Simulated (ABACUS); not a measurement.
# Energy of Be₂C along an even scaling of the cell

System: Be₂C (Fm-3m, 3 atoms in the cell).
Method: Kohn-Sham DFT of a periodic cell, PBE, PseudoDojo NC SR 0.4.1 PBE standard, no spin polarisation (ABACUS 3.10.1).

The 7 runs differ only in the geometry, by an even scaling of the cell at fixed fractional positions. The structure derives from an entry of the Crystallography Open Database.

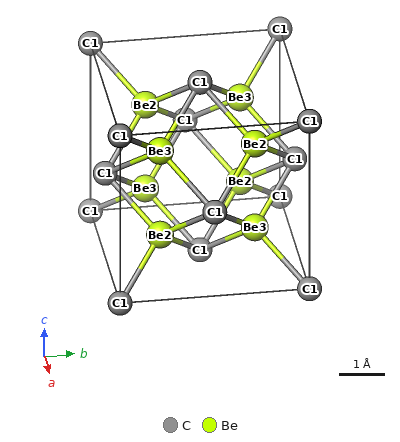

Figure 1. The structure of run 4 (ball-and-stick view of the cell 4 times as large as that of the calculation, set on its symmetry axes, seen at an oblique angle; atoms are numbered from 1 in the order of the input).

## Input of run 4
```
INPUT_PARAMETERS
suffix              Be2C
calculation         scf
basis_type          pw
pseudo_dir          ./
symmetry            1
dft_functional      pbe
ecutwfc             89
pseudo_rcut         10
nspin               1
nbands              10
ks_solver           dav
smearing_method     fd
smearing_sigma      0.00367493
scf_thr             1e-08
scf_nmax            100
mixing_type         broyden
mixing_beta         0.7
cal_force           1
cal_stress          1
kpar                4
```

## File STRU of run 4
```
ATOMIC_SPECIES
C 12.0110 C.upf
Be 9.0122 Be.upf

LATTICE_CONSTANT
1.8897261246

LATTICE_VECTORS
0.0000000000 2.1650000000 2.1650000000
2.1650000000 0.0000000000 2.1650000000
2.1650000000 2.1650000000 0.0000000000

ATOMIC_POSITIONS
Direct

C
0.0
1
0.0000000000 0.0000000000 0.0000000000 1 1 1

Be
0.0
2
0.7500000000 0.7500000000 0.7500000000 1 1 1
0.2500000000 0.2500000000 0.2500000000 1 1 1
```

## File KPT of run 4
```
K_POINTS
0
Gamma
11 11 11 0 0 0
```

Command:
```bash
OMP_NUM_THREADS=1 mpirun -np 4 abacus > log
```

Run 6 differs from it as follows:
```diff
-0.0000000000 2.1650000000 2.1650000000
-2.1650000000 0.0000000000 2.1650000000
-2.1650000000 2.1650000000 0.0000000000
+0.0000000000 2.1934901093 2.1934901093
+2.1934901093 0.0000000000 2.1934901093
+2.1934901093 2.1934901093 0.0000000000
```

## Results, with one run withheld

```csv
run,volume per atom (Å³),"free energy per atom, from the lowest run given (meV)",pressure (GPa),gap on the mesh (eV)
1,6.359,18.75,14.74,1.30
2,6.495,8.47,9.61,1.29
3,6.630,2.34,4.92,1.28
4,6.765,0.00,0.63,1.27
5,6.901,1.12,−3.28,1.26
6,7.036,?,?,?
7,7.171,12.57,−10.13,1.24
```

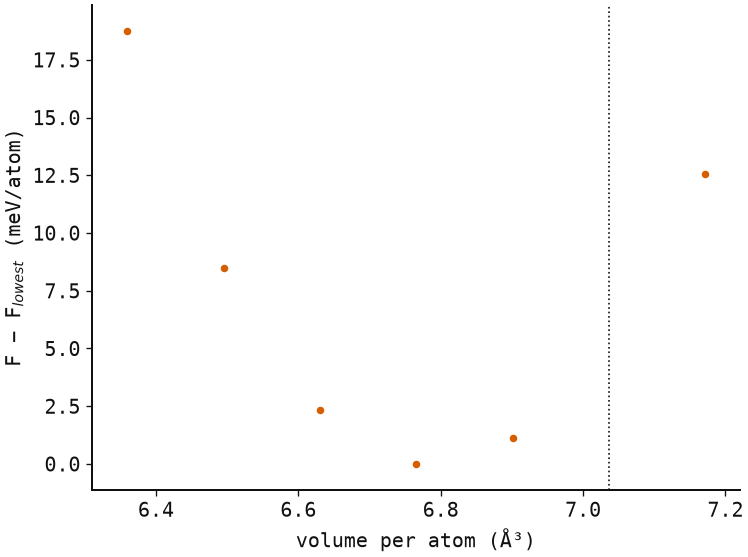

Figure 2. Free energy per atom of the runs given; the dotted line marks run 6.

Fit the runs given and predict run 6.

A cubic polynomial in V^(−2/3) (the Birch–Murnaghan form), fitted to the 6 runs given, misses them by at most 0.01 meV per atom. With x = V^(−2/3) − 0.28105 Å⁻², it reads F = 0.50218 + 521.29 x + 1.231e+05 x² − 1.4837e+05 x³ (meV per atom). At run 6 it gives 5.39 meV per atom, and the run itself gives 5.40. The slope of the fit gives a pressure −dF/dV of −6.85 GPa there, and the run prints −6.86 GPa. The fit has its minimum at 6.788 Å³ per atom, where V d²F/dV² gives 202 GPa: the bulk modulus at this level, since symmetry fixes the shape and the positions. The gap on the mesh goes, without turning, from 1.30 eV in run 1 to 1.24 eV in run 7; run 6 has 1.25 eV. These are gaps of this functional on this mesh, which can miss the band edges; they aren't the measured gap.

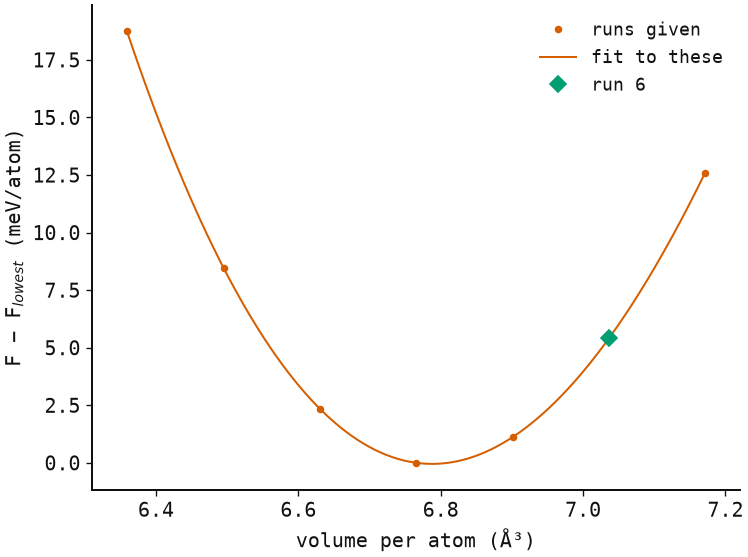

Figure 3. The fit and the withheld run.

## Some lines of the output (run 6)
```
[...]
                          Volume (Bohr^3) = 142.441
                             Volume (A^3) = 21.1075
 E_Fermi        0.7110562426         9.6744164981
 E_Fermi        0.7789411134         10.5980375485
 E_Fermi        0.7496055303         10.1989064642
 E_Fermi        0.7524047718         10.2369920991
 E_Fermi        0.7531812017         10.2475559699
 E_KS(sigma->0) -67.9178794200       -924.0701561888
 E_Fermi        0.7531482218         10.2471072556
 final etot is -924.07015621 eV
 EFERMI = 10.247107256 eV
 TOTAL-PRESSURE: -68.607498 KBAR
 !FINAL_ETOT_IS -924.0701562060796732 eV
```
